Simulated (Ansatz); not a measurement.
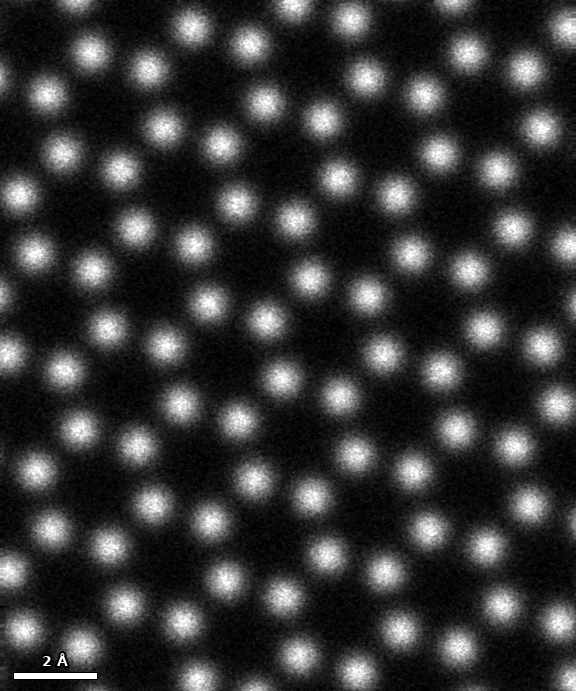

HAADF-like image of a crystal. Simulation: incoherent imaging, intensity Z^1.7 per atom, probe width 0.67 Å, thin sample. The probe carries 25 % of its weight in a tail 2.5 times as wide. Shot noise and a slight drift were added.

### Give the net of the columns and its spacings.

The pattern repeats on a hexagonal net with a repeat of 2.5 Å.

### What is the plane group of the image?

p6mm: sixfold points with mirror lines through them.

### How many columns does the smallest repeating cell hold, and how many levels of brightness?

2 columns in the primitive cell of 5.6 Å², all of one brightness.

The crystal is BN (P6_3mc, No. 186) seen along [001]. Model: coordinates from a relaxation with DFT PBEsol, scalar-relativistic, plane waves, PAW (Ansatz 0.2.0); the starting structure was generated, so it need not be a known form of this composition.
